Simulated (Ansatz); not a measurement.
Bi2Te3 and related structures: several calculations on one system

## 1. Relaxation

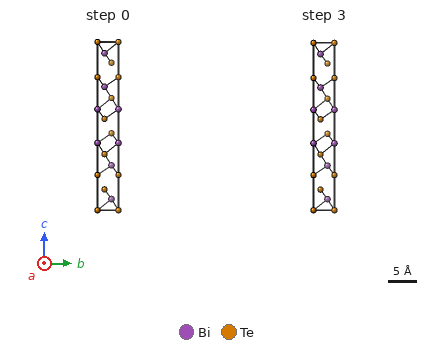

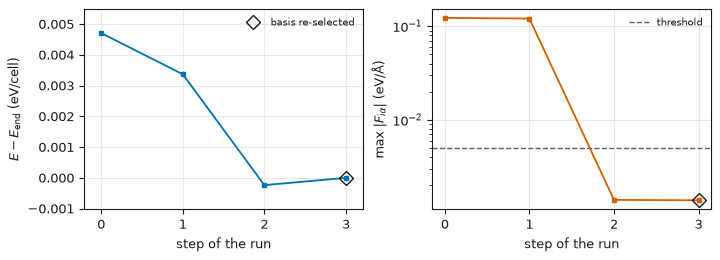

First and last geometry of a relaxation of solid Bi₂Te₃ (set up in R-3m), with the history of the run. The picture is a ball-and-stick view of the conventional cell (3 times the calculation's cell), seen along the a axis. Lengths and directions refer to the drawn axes.

All numbers below come from DFT PBEsol, scalar-relativistic, plane waves, PAW (Ansatz).

Input
```yaml
crystal:
  lattice:
    - [2.1930005584, 1.2661294627, 10.16567]
    - [-2.1930005584, 1.2661294627, 10.16567]
    - [0.0, -2.5322589254, 10.16567]
  atoms:
    - { symbol: Bi, position: [0.4, 0.4, 0.4] }
    - { symbol: Bi, position: [0.6, 0.6, 0.6] }
    - { symbol: Te, position: [0.0, 0.0, 0.0] }
    - { symbol: Te, position: [0.2095, 0.2095, 0.2095] }
    - { symbol: Te, position: [0.7905, 0.7905, 0.7905] }
basis:
  ecutwfc: 420
kpoints:
  mp_grid: { grid: [12, 12, 12] }
hamiltonian:
  xc: pbesol
scf:
  occupations: { method: gaussian, width: 0.01 }
output:
  forces: true
  stress: true
  eigenvalues: true
  write_density: true
  write_potential: true
  elf: true
  volumetric_format: npy
relax:
  adjacent_minimum: "off"
  f_tol: 0.005
  max_steps: 80
  cell: { stress_tol: 0.05 }
```

Launched with:
```bash
ansatz run input.yaml --threads 1 --pin off --max-ram 2560MiB --backend cpu --events-out ev --progress --plain --runs-dir out
```

Q: Did the run converge, and what did it change?

A: It converged. After 2 accepted moves (3 points after the start) the energy has fallen by 4.7 meV per cell of the calculation. The largest force component goes from 0.12 to 0.0014 eV/Å. Pressure: −0.60 GPa at the start and −0.01 GPa at the end. The SCF was repeated once at an unchanged geometry on a basis and grid sized afresh for the cell, which shifted the energy by 0.2 meV per cell of the calculation at most. The largest moves relative to the cell, 0.015 Å, are those of Te4 and Te5. Te5 goes along −c. Largest moves by element: Te 0.015 Å, Bi 0.005 Å. Cell: a = b 4.386 → 4.381 Å (−0.1 %), c 30.497 → 30.323 Å (−0.6 %). Volume −0.8 %. Some distances before and after: Bi1–Te5 3.074 → 3.061 Å, Bi1–Te3 3.247 → 3.235 Å. The space group stays R-3m (No. 166). Cost: 5.8 min on 1 thread of AMD EPYC 7R43 64-Core Processor (Zen 3) (shared host), peak memory 1.2 GiB.

## 2. Relaxation

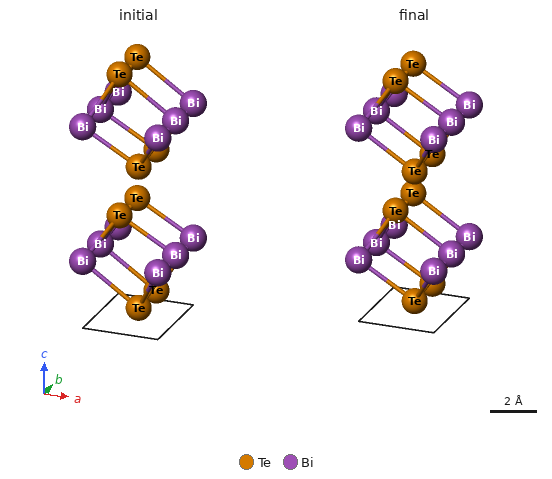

The structure of a slab of composition BiTe2 (cut from the R-3m phase) before (left) and after (right) a relaxation, at one scale.

Style: ball-and-stick. Shown: the 1 × 2 repeat of the cell, outlined in the plane, without the vacuum, slightly off an axis.

Case: (0 0 1) slab, atoms relaxed. The slab is the (0 0 1) face of Bi2Te3.

The calculation used Ansatz, DFT PBEsol, scalar-relativistic, plane waves, PAW. Set-up: plane-wave cutoff 420 eV; k-point mesh 9 × 9 × 1; occupations gaussian; smearing width 0.05 eV; no spin polarisation; dipole correction; atoms relaxed in a fixed cell; force threshold 0.02 eV/Å; at most 60 steps.

**Summarise the run.**

The largest moves relative to the layer's centre, 0.30 Å, are those of Te atoms. By element the largest moves are Te 0.30 Å, Bi 0.07 Å. The cell doesn't change. Some distances before and after: Bi–Te 3.235 → 3.091 Å, Bi–Te 3.061 → 3.147 Å. Bond angles that change, for instance: Bi–Te–Bi 85.2° → 90.2°, Te–Bi–Te 85.2° → 90.2°, Bi–Te–Bi 91.4° → 88.2°. The energy falls by 0.327 eV per cell of the calculation in 4 accepted moves (5 points after the start). The largest force component goes from 1.1 to 0.0079 eV/Å. 1 step only repeated the SCF at the same geometry. Cost: 3.6 min on 1 thread of AMD EPYC 7R43 64-Core Processor (Zen 3) (shared host), peak memory 0.7 GiB.

## 3. A change

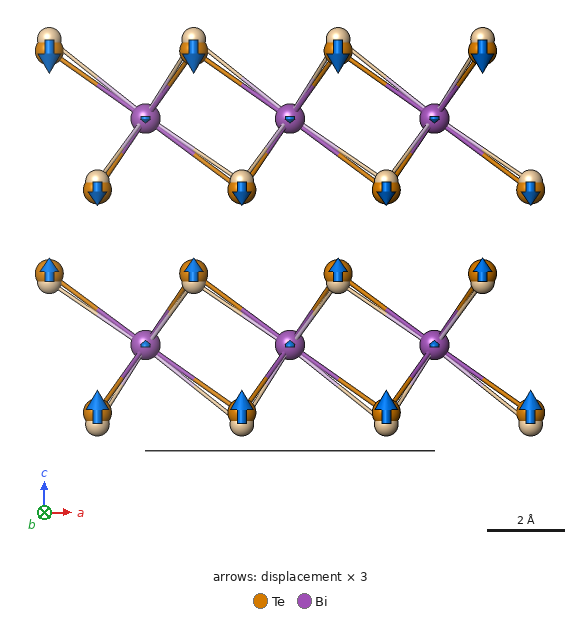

A (0 0 1) slab of Bi2Te3 as cut from the relaxed bulk, drawn pale, and a changed version of it, drawn solid. The blue arrows show how the atoms are displaced, magnified 3 times. Style: ball-and-stick. Shown: the 2 × 2 repeat of the cell, outlined in the plane, without the vacuum, along the b axis.

Method: Ansatz, DFT PBEsol, scalar-relativistic, plane waves, PAW. Settings: plane-wave cutoff 420 eV; occupations gaussian; no spin polarisation. The k-mesh is chosen for each cell (12×12×12, 9×9×1). Smearing widths differ between the runs.

### What was done to the structure, and with what result?

The atoms of the slab are relaxed at the bulk's in-plane cell. The slab isn't stoichiometric; relaxing it gains 0.159 J/m². The top spacing, between the Te and Bi planes, goes from 2.02 to 1.78 Å (−11.8 %), the bottom one (Te to Bi) from 2.02 to 1.78 Å (−11.8 %). The cell stays as it was. The largest moves relative to the layer's centre, 0.30 Å, are those of Te atoms. By element the largest moves are Te 0.30 Å, Bi 0.07 Å. Among the bonded contacts that change: Bi–Te 3.235 → 3.091 Å, Bi–Te 3.061 → 3.147 Å.
